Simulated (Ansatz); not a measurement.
## Au: geometry relaxation (part 1 of 2)

The run: geometry relaxation of Au (I4/mmm, 1 atom in the cell). Method and program: DFT PBEsol, scalar-relativistic, plane waves, PAW, no spin polarisation (Ansatz 0.2.0).

The structure was made by swapping elements on the sites of another compound; it need not be a known phase. It belongs to a series of runs on one base structure; here: Cu -> Au on all its sites, cell and atoms relaxed.

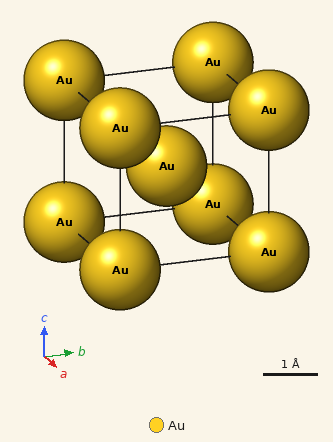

**Figure 1.** The structure as given in the input (spheres-only view of the cell 2 times as large as that of the calculation, set on its symmetry axes, seen slightly off an axis). An atom can appear more than once, as a periodic image.

Input
```yaml
crystal:
  lattice:
    - [-1.4744715401, 1.4744715401, 1.3876571783]
    - [1.4744715401, -1.4744715401, 1.3876571783]
    - [1.4744715401, 1.4744715401, -1.3876571783]
  atoms:
    - { symbol: Au, position: [0.0, 0.0, 0.0] }
basis:
  ecutwfc: 420
kpoints:
  mp_grid: { grid: [10, 10, 10] }
hamiltonian:
  xc: pbesol
scf:
  occupations: { method: gaussian, width: 0.1 }
output:
  forces: true
  stress: true
  eigenvalues: true
relax:
  adjacent_minimum: "off"
  f_tol: 0.05
  max_steps: 60
  cell: { stress_tol: 0.5 }
```

Launched with:
```bash
ansatz run input.yaml --threads 1 --pin off --max-ram 2560MiB --backend cpu --events-out ev --progress --plain --runs-dir out
```

Output
```
Engine: ansatz 0.2.0, x86_64-unknown-linux-gnu
Pseudopotentials: kind: paw
Pseudopotential: Au, paw, valence charge 19, recommended cutoff 420 eV (normal), Au.paw.azcp
Functional definition: PBEsol
  exchange = pbesol_x
  correlation = pbesol_c
Crystal: 1 atoms, lattice volume = 12.067 Å³
Basis set: ecut = 420 eV, 225 PW (Γ), exchange–correlation on 36×36×36 points (8 copies of the dense FFT grid, shifted against one another)
Bands: 14, of which v1, the nominal top of the filled ones, is band 10 counted from 1 (9 counted from 0)
Symmetry: 16 space group operations
Space group: I4/mmm (ITA 139), of the structure as read, at distance tolerance 2.3e-5 Å
k-points: 102 of 1000
Non-local potential: Au, projectors of the file, l = 0: 3, l = 1: 2, l = 2: 2, l = 3: 1
PAW form: soft (Blöchl's): semilocal exchange-correlation on the pseudo side does not see the compensation charge
PAW frozen core: Au, regenerated for the run's functional, and the local potential with it (the file was generated under x = pbe(κ = 0.804, μ = 0.2195149727645171), c = pbe(β = 0.06672455060314922))
PAW one-centre angular grid: Au, 590 points (default); XC on 64 Gauss nodes
Initial density: superposition of atomic densities (neutral atoms: chi_scale 0, normalization atom), corrected by the library's trained network
Initial wavefunctions: pseudopotential atomic-orbital guess
Functional: x = pbesol(κ = 0.804, μ = 0.12345679012345678), c = pbesol(β = 0.046)
SCF iter   1: F=—  HF=-13005.392989 eV  |F-HF|=—  |Δ(HF+E_count)|=         —  Δρ=1.25e-2  dr2=1.64e-2  ethr=1.77e-3  ⟨swp⟩=5.0  Hψ=7198  notcnv=0
preconditioner: auto → none  [insulator: Δε(μ)=0.198 eV  Ē_g=20.261 eV  σ=0.100 eV  W_gap=0.73  n_scr=0 (ndim 8)  ℏωp=35.5 eV  f_vac=0.000  D(μ)=0.35/eV (n_scr^D=0)  ε∞_Penn≈4.1]
SCF iter   2: F=—  HF=-13005.386781 eV  |F-HF|=—  |Δ(HF+E_count)|=   6.21e-3  Δρ=2.58e-3  dr2=2.33e-4  ethr=8.62e-5  ⟨swp⟩=2.7  Hψ=2968  notcnv=0  defer=18
SCF iter   3: F=—  HF=-13005.386750 eV  |F-HF|=—  |Δ(HF+E_count)|=   3.15e-5  Δρ=1.12e-3  dr2=4.44e-5  ethr=1.23e-6  ⟨swp⟩=2.4  Hψ=2305  notcnv=0  defer=18
SCF iter   4: F=—  HF=-13005.386762 eV  |F-HF|=—  |Δ(HF+E_count)|=   1.26e-5  Δρ=2.09e-4  dr2=1.39e-6  ethr=2.33e-7  ⟨swp⟩=2.9  Hψ=2203  notcnv=0  defer=18
iter 5 did not close the SCF: its close was put off for the readings that it lacked (scf_convergence_deferred on its scf_iter line)
SCF iter   5: F=-13005.386764 eV  HF=-13005.386764 eV  |F-HF|=2.04e-8  |Δ(HF+E_count)|=   1.48e-6  Δρ=2.62e-5  dr2=1.99e-8  ethr=7.34e-9  ⟨swp⟩=2.9  Hψ=2305  notcnv=0  defer=18
SCF iter   6: F=-13005.386764 eV  HF=-13005.386764 eV  |F-HF|=1.09e-11  |Δ(HF+E_count)|=   2.31e-8  Δρ=2.26e-6  dr2=1.51e-10  ethr=1.05e-10  ⟨swp⟩=2.8  Hψ=4833  notcnv=0
SCF 1 converged in 6 iterations: F = -13005.386764 eV  dr2 = 1.51e-10
  greatest PAW one-centre occupation: 1.000 electrons in one spin orbital (limit 2), on the Au atom at site 0 (counted from 0), in its partial waves of l = 0
relax step   1: F+E_penalty+E_count = -13005.38676364 eV  Δ(F+E_penalty+E_count) = +0.000e0 eV  max|allowed force component| = 0.000e0 eV/Å  Δτ_max = 0.0000 Å  P = +156.731 GPa  Ω = 12.067 Å³  (6 SCF iters, dr2 threshold 1.00e-7 eV, accepted)
Crystal: 1 atoms, lattice volume = 13.919 Å³
Basis set: ecut = 420 eV, 281 PW (Γ), exchange–correlation on 36×36×36 points (8 copies of the dense FFT grid, shifted against one another)
Initial density: handed on by an earlier stage of this run
Initial wavefunctions: those handed on with the density
iter 1 solved again at ethr=2.00e-5 eV; its pass at ethr=3.10e-3 eV (dr2=3.80e-3 eV) is discarded
SCF iter   1: F=—  HF=-13006.583877 eV  |F-HF|=—  |Δ(HF+E_count)|=         —  Δρ=9.04e-3  dr2=3.72e-3  ethr=2.00e-5  ⟨swp⟩=1.1  Hψ=9714  notcnv=0
preconditioner: auto → none  [insulator: Δε(μ)=0.154 eV  Ē_g=18.494 eV  σ=0.100 eV  W_gap=0.72  n_scr=4 (ndim 8)  ℏωp=33.0 eV  f_vac=0.000  D(μ)=0.19/eV (n_scr^D=0)  ε∞_Penn≈4.2]
SCF iter   2: F=—  HF=-13006.583447 eV  |F-HF|=—  |Δ(HF+E_count)|=   4.30e-4  Δρ=3.92e-3  dr2=7.48e-4  ethr=1.96e-5  ⟨swp⟩=1.4  Hψ=1576  notcnv=0
SCF iter   3: F=—  HF=-13006.583499 eV  |F-HF|=—  |Δ(HF+E_count)|=   5.23e-5  Δρ=7.26e-4  dr2=5.40e-5  ethr=3.93e-6  ⟨swp⟩=2.4  Hψ=1875  notcnv=0
SCF iter   4: F=—  HF=-13006.583484 eV  |F-HF|=—  |Δ(HF+E_count)|=   1.51e-5  Δρ=1.64e-4  dr2=6.98e-7  ethr=2.84e-7  ⟨swp⟩=2.3  Hψ=2140  notcnv=0
SCF iter   5: F=-13006.583485 eV  HF=-13006.583485 eV  |F-HF|=4.15e-9  |Δ(HF+E_count)|=   1.09e-6  Δρ=1.00e-5  dr2=6.71e-9  ethr=5.26e-10  ⟨swp⟩=5.0  Hψ=6515  notcnv=0
SCF 2 converged in 5 iterations: F = -13006.583485 eV  dr2 = 6.71e-9
  greatest PAW one-centre occupation: 1.001 electrons in one spin orbital (limit 2), on the Au atom at site 0 (counted from 0), in its partial waves of l = 0
relax step   2: F+E_penalty+E_count = -13006.58348536 eV  Δ(F+E_penalty+E_count) = -1.197e0 eV  max|allowed force component| = 0.000e0 eV/Å  Δτ_max = 0.0000 Å  P = +62.169 GPa  Ω = 13.919 Å³  energy of the carried Pulay correction = -1.342e-3 eV  (5 SCF iters, dr2 threshold 1.00e-7 eV, accepted)
Crystal: 1 atoms, lattice volume = 15.475 Å³
Basis set: ecut = 420 eV, 313 PW (Γ), exchange–correlation on 36×36×36 points (8 copies of the dense FFT grid, shifted against one another)
iter 1 solved again at ethr=1.97e-5 eV; its pass at ethr=3.10e-3 eV (dr2=3.74e-3 eV) is discarded
SCF iter   1: F=—  HF=-13006.970202 eV  |F-HF|=—  |Δ(HF+E_count)|=         —  Δρ=6.60e-3  dr2=3.80e-3  ethr=1.97e-5  ⟨swp⟩=1.0  Hψ=9761  notcnv=0
preconditioner: auto → none  [insulator: Δε(μ)=0.137 eV  Ē_g=17.274 eV  σ=0.100 eV  W_gap=0.66  n_scr=4 (ndim 8)  ℏωp=31.3 eV  f_vac=0.000  D(μ)=0.29/eV (n_scr^D=0)  ε∞_Penn≈4.3]
SCF iter   2: F=—  HF=-13006.969276 eV  |F-HF|=—  |Δ(HF+E_count)|=   9.26e-4  Δρ=3.11e-3  dr2=4.95e-4  ethr=1.97e-5  ⟨swp⟩=1.9  Hψ=1849  notcnv=0
SCF iter   3: F=—  HF=-13006.969180 eV  |F-HF|=—  |Δ(HF+E_count)|=   9.57e-5  Δρ=8.13e-4  dr2=7.99e-5  ethr=2.61e-6  ⟨swp⟩=2.8  Hψ=2355  notcnv=0
SCF iter   4: F=—  HF=-13006.969161 eV  |F-HF|=—  |Δ(HF+E_count)|=   1.90e-5  Δρ=1.09e-4  dr2=4.36e-7  ethr=4.21e-7  ⟨swp⟩=2.3  Hψ=1887  notcnv=0
SCF iter   5: F=-13006.969162 eV  HF=-13006.969162 eV  |F-HF|=1.94e-9  |Δ(HF+E_count)|=   4.53e-7  Δρ=5.32e-6  dr2=3.28e-9  ethr=5.26e-10  ⟨swp⟩=5.0  Hψ=6291  notcnv=0
SCF 3 converged in 5 iterations: F = -13006.969162 eV  dr2 = 3.28e-9
relax step   3: F+E_penalty+E_count = -13006.96916185 eV  Δ(F+E_penalty+E_count) = -3.857e-1 eV  max|allowed force component| = 0.000e0 eV/Å  Δτ_max = 0.0000 Å  P = +21.282 GPa  Ω = 15.475 Å³  energy of the carried Pulay correction = -2.329e-3 eV  (5 SCF iters, dr2 threshold 1.00e-7 eV, accepted)
Crystal: 1 atoms, lattice volume = 16.431 Å³
Basis set: ecut = 420 eV, 321 PW (Γ), exchange–correlation on 36×36×36 points (8 copies of the dense FFT grid, shifted against one another)
iter 1 solved again at ethr=1.22e-5 eV; its pass at ethr=3.10e-3 eV (dr2=2.32e-3 eV) is discarded
SCF iter   1: F=—  HF=-13007.047240 eV  |F-HF|=—  |Δ(HF+E_count)|=         —  Δρ=4.44e-3  dr2=2.41e-3  ethr=1.22e-5  ⟨swp⟩=1.0  Hψ=10134  notcnv=0
preconditioner: auto → none  [metal: Δε(μ)=0.020 eV  Ē_g=16.610 eV  σ=0.100 eV  W_gap=0.11  n_scr=4 (ndim 8)  ℏωp=30.4 eV  f_vac=0.000  D(μ)=0.51/eV (n_scr^D=0)]
SCF iter   2: F=—  HF=-13007.046559 eV  |F-HF|=—  |Δ(HF+E_count)|=   6.81e-4  Δρ=2.02e-3  dr2=2.32e-4  ethr=1.22e-5  ⟨swp⟩=2.2  Hψ=1881  notcnv=0
SCF iter   3: F=—  HF=-13007.046481 eV  |F-HF|=—  |Δ(HF+E_count)|=   7.71e-5  Δρ=7.42e-4  dr2=4.20e-5  ethr=1.22e-6  ⟨swp⟩=2.8  Hψ=2418  notcnv=0
SCF iter   4: F=—  HF=-13007.046477 eV  |F-HF|=—  |Δ(HF+E_count)|=   4.91e-6  Δρ=5.63e-5  dr2=1.21e-7  ethr=2.21e-7  ⟨swp⟩=2.0  Hψ=2170  notcnv=0
SCF iter   5: F=-13007.046477 eV  HF=-13007.046477 eV  |F-HF|=1.67e-9  |Δ(HF+E_count)|=   1.12e-7  Δρ=4.39e-6  dr2=2.62e-9  ethr=5.26e-10  ⟨swp⟩=4.3  Hψ=4973  notcnv=0
SCF 4 converged in 5 iterations: F = -13007.046477 eV  dr2 = 2.62e-9
relax step   4: F+E_penalty+E_count = -13007.04647669 eV  Δ(F+E_penalty+E_count) = -7.731e-2 eV  max|allowed force component| = 0.000e0 eV/Å  Δτ_max = 0.0000 Å  P = +5.521 GPa  Ω = 16.431 Å³  energy of the carried Pulay correction = -2.881e-3 eV  (5 SCF iters, dr2 threshold 1.00e-7 eV, accepted)
Crystal: 1 atoms, lattice volume = 16.799 Å³
Basis set: ecut = 420 eV, 337 PW (Γ), exchange–correlation on 36×36×36 points (8 copies of the dense FFT grid, shifted against one another)
iter 1 solved again at ethr=2.12e-6 eV; its pass at ethr=3.10e-3 eV (dr2=4.03e-4 eV) is discarded
SCF iter   1: F=—  HF=-13007.053969 eV  |F-HF|=—  |Δ(HF+E_count)|=         —  Δρ=1.91e-3  dr2=4.76e-4  ethr=2.12e-6  ⟨swp⟩=2.0  Hψ=9990  notcnv=0
preconditioner: auto → none  [metal: Δε(μ)=0.033 eV  Ē_g=16.343 eV  σ=0.100 eV  W_gap=0.19  n_scr=4 (ndim 8)  ℏωp=30.0 eV  f_vac=0.000  D(μ)=0.59/eV (n_scr^D=0)]
SCF iter   2: F=—  HF=-13007.053838 eV  |F-HF|=—  |Δ(HF+E_count)|=   1.32e-4  Δρ=8.51e-4  dr2=4.33e-5  ethr=2.12e-6  ⟨swp⟩=2.0  Hψ=1947  notcnv=0
SCF iter   3: F=—  HF=-13007.053821 eV  |F-HF|=—  |Δ(HF+E_count)|=   1.70e-5  Δρ=3.27e-4  dr2=7.94e-6  ethr=2.28e-7  ⟨swp⟩=2.7  Hψ=2370  notcnv=0
SCF iter   4: F=-13007.053819 eV  HF=-13007.053818 eV  |F-HF|=1.24e-8  |Δ(HF+E_count)|=   2.29e-6  Δρ=2.49e-5  dr2=2.37e-8  ethr=5.26e-10  ⟨swp⟩=3.6  Hψ=5732  notcnv=0
SCF 5 converged in 4 iterations: F = -13007.053819 eV  dr2 = 2.37e-8
relax step   5: F+E_penalty+E_count = -13007.05381850 eV  Δ(F+E_penalty+E_count) = -7.342e-3 eV  max|allowed force component| = 0.000e0 eV/Å  Δτ_max = 0.0000 Å  P = +0.715 GPa  Ω = 16.799 Å³  energy of the carried Pulay correction = -3.081e-3 eV  (4 SCF iters, dr2 threshold 1.00e-7 eV, accepted)
Crystal: 1 atoms, lattice volume = 16.863 Å³
Basis set: ecut = 420 eV, 353 PW (Γ), exchange–correlation on 36×36×36 points (8 copies of the dense FFT grid, shifted against one another)
iter 1 solved again at ethr=2.72e-7 eV; its pass at ethr=3.10e-3 eV (dr2=5.17e-5 eV) is discarded
SCF iter   1: F=—  HF=-13007.054108 eV  |F-HF|=—  |Δ(HF+E_count)|=         —  Δρ=4.55e-4  dr2=2.12e-5  ethr=2.72e-7  ⟨swp⟩=2.4  Hψ=9390  notcnv=0
preconditioner: auto → none  [metal: Δε(μ)=0.049 eV  Ē_g=16.293 eV  σ=0.100 eV  W_gap=0.27  n_scr=4 (ndim 8)  ℏωp=30.0 eV  f_vac=0.000  D(μ)=0.60/eV (n_scr^D=0)]
SCF iter   2: F=—  HF=-13007.054103 eV  |F-HF|=—  |Δ(HF+E_count)|=   5.34e-6  Δρ=2.08e-4  dr2=2.35e-6  ethr=1.11e-7  ⟨swp⟩=2.1  Hψ=1920  notcnv=0
SCF iter   3: F=—  HF=-13007.054102 eV  |F-HF|=—  |Δ(HF+E_count)|=   6.18e-7  Δρ=8.35e-5  dr2=4.33e-7  ethr=1.24e-8  ⟨swp⟩=2.7  Hψ=2443  notcnv=0
SCF iter   4: F=-13007.054102 eV  HF=-13007.054102 eV  |F-HF|=2.71e-10  |Δ(HF+E_count)|=   7.18e-8  Δρ=8.19e-6  dr2=3.25e-9  ethr=5.26e-10  ⟨swp⟩=4.4  Hψ=4892  notcnv=0
SCF 6 converged in 4 iterations: F = -13007.054102 eV  dr2 = 3.25e-9
relax step   6: F+E_penalty+E_count = -13007.05410187 eV  Δ(F+E_penalty+E_count) = -2.834e-4 eV  max|allowed force component| = 0.000e0 eV/Å  Δτ_max = 0.0000 Å  P = -0.056 GPa  Ω = 16.863 Å³  energy of the carried Pulay correction = -3.113e-3 eV  (4 SCF iters, dr2 threshold 1.00e-7 eV, accepted)
Basis set: ecut = 420 eV, 353 PW (Γ), exchange–correlation on 40×40×40 points (8 copies of the dense FFT grid, shifted against one another)
Initial wavefunctions: pseudopotential atomic-orbital guess (no wavefunctions were taken with the density)
iter 1 solved again at ethr=1.39e-6 eV; its pass at ethr=3.10e-3 eV (dr2=2.64e-4 eV) is discarded
SCF iter   1: F=—  HF=-13007.061730 eV  |F-HF|=—  |Δ(HF+E_count)|=         —  Δρ=6.22e-3  dr2=2.55e-4  ethr=1.39e-6  ⟨swp⟩=2.2  Hψ=10051  notcnv=0
preconditioner: auto → none  [metal: Δε(μ)=0.049 eV  Ē_g=16.289 eV  σ=0.100 eV  W_gap=0.27  n_scr=4 (ndim 8)  ℏωp=30.0 eV  f_vac=0.000  D(μ)=0.60/eV (n_scr^D=0)]
SCF iter   2: F=—  HF=-13007.065800 eV  |F-HF|=—  |Δ(HF+E_count)|=   4.07e-3  Δρ=3.09e-3  dr2=6.15e-5  ethr=1.34e-6  ⟨swp⟩=2.5  Hψ=2441  notcnv=0
SCF iter   3: F=—  HF=-13007.066945 eV  |F-HF|=—  |Δ(HF+E_count)|=   1.14e-3  Δρ=9.70e-4  dr2=1.20e-5  ethr=3.24e-7  ⟨swp⟩=2.5  Hψ=1992  notcnv=0
SCF iter   4: F=—  HF=-13007.067036 eV  |F-HF|=—  |Δ(HF+E_count)|=   9.10e-5  Δρ=4.58e-5  dr2=1.21e-7  ethr=6.33e-8  ⟨swp⟩=2.8  Hψ=2420  notcnv=0
SCF iter   5: F=—  HF=-13007.067044 eV  |F-HF|=—  |Δ(HF+E_count)|=   7.93e-6  Δρ=7.94e-6  dr2=5.67e-9  ethr=6.34e-10  ⟨swp⟩=2.1  Hψ=1908  notcnv=0
SCF iter   6: F=-13007.067044 eV  HF=-13007.067044 eV  |F-HF|=1.96e-10  |Δ(HF+E_count)|=   2.77e-9  Δρ=1.39e-6  dr2=3.35e-10  ethr=5.26e-12  ⟨swp⟩=4.0  Hψ=4395  notcnv=0
SCF 7 converged in 6 iterations: F = -13007.067044 eV  dr2 = 3.35e-10
```
